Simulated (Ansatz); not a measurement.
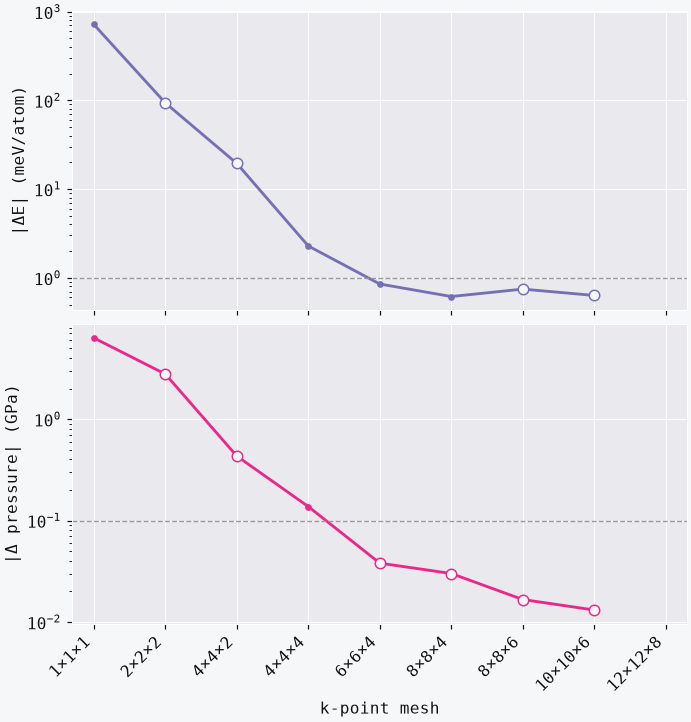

One cell, run at 9 values of the k-point mesh.
- system: CuO2 (Cmcm, 6 atoms in the cell)
- method: DFT PBEsol, scalar-relativistic, plane waves, PAW in Ansatz; cutoff 420 eV, Gaussian smearing of 0.1 eV, collinear spins
ΔE is the free energy less its value at the densest setting, 12×12×8.
Dashed lines or grey bands mark the tolerance: 1 meV/atom and 0.1 GPa.
On logarithmic panels, open markers lie below the reference value and filled ones above.
The atoms sit off their equilibrium sites.

Q: What is enough for the free energy to 1 meV/atom?

A: The free energy is within 1 meV/atom of the densest setting's value from 6×6×4 on. It is off by 720 meV/atom at 1×1×1, 19 meV/atom at 4×4×2 and 2.3 meV/atom at 4×4×4 (on both sides of it). The system is metallic at this level.

Q: And the pressure, to 0.1 GPa?

A: The pressure is within 0.1 GPa of the densest setting's value from 6×6×4 on. It is off by 6.3 GPa at 1×1×1, 0.43 GPa at 4×4×2 and 0.14 GPa at 4×4×4 (on both sides of it).
